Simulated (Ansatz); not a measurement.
Consider BAs.

Input

```
crystal:
  lattice:
    - [0.0, 2.3885, 2.3885]
    - [2.3885, 0.0, 2.3885]
    - [2.3885, 2.3885, 0.0]
  atoms:
    - { symbol: As, position: [0.75, 0.75, 0.75] }
    - { symbol: B, position: [0.0, 0.0, 0.0] }
hamiltonian:
  xc: r2scan
  pseudopotentials: { kind: paw_fr }
  dispersion: d3bj
magnetization:
  noncollinear: true
  spin_orbit: true
kpoints:
  mp_grid: { grid: [7, 7, 7] }
scf:
  occupations: { method: gaussian, width: 0.05 }
  n_extra_bands: 12
output:
  eigenvalues: true
  optics: { e_range: [0, 14], sigma: 0.2, nscf_kmesh: { grid: [10, 10, 10] } }
  write_density: true
  write_potential: true
  elf: true
  volumetric_format: npy
```

Launched as:

```sh
ansatz run input.yaml --threads 2 --pin off --max-ram 5632MiB --backend cpu --events-out ev --progress --plain --runs-dir out
```

Below, planes, directions and counts refer to the conventional cell (a = 4.78 Å, b = 4.78 Å, c = 4.78 Å, α = 90.00°, β = 90.00°, γ = 90.00°).

Space group F-43m.

Theory: Kohn-Sham DFT of a periodic cell, r2SCAN with D3(BJ), spin-orbit coupling, Ansatz PAW in Ansatz.

Question: What will maps of the valence pseudo-density and electron localisation function show?

Answer: B–As (2.07 Å): the density is about 0.8 e/Å³ at the midpoint; the ELF peaks at about 0.90 between the atoms, as expected for a shared electron pair.

Question: Does the calculation make it a metal, or give it a gap?

Answer: It is gapped, with a Kohn–Sham gap of 1.3 eV on the k-point mesh (the band edges may lie off the mesh, which would make the gap smaller).

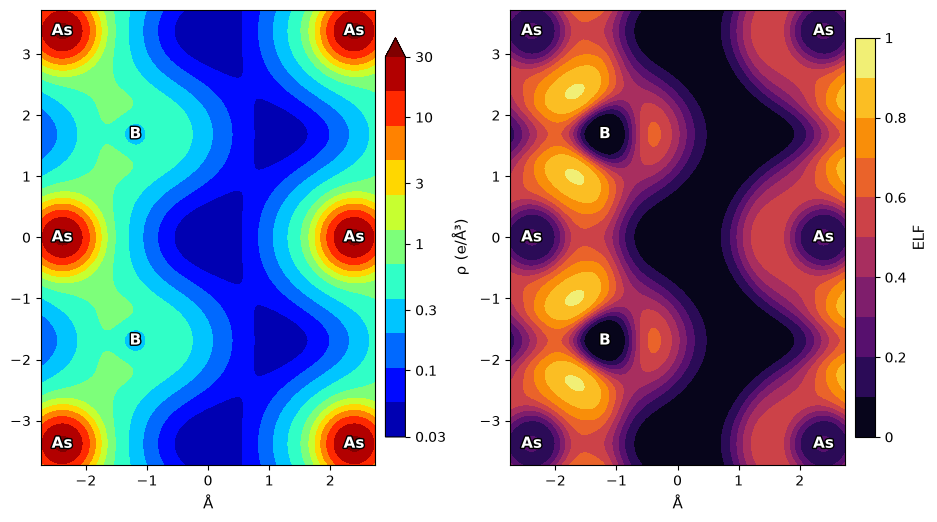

Computed valence pseudo-density and electron localisation function on the (101) plane of the conventional cell, in this order. 

Core electrons are frozen (PAW), and the valence fields are smoothed inside the atomic spheres.
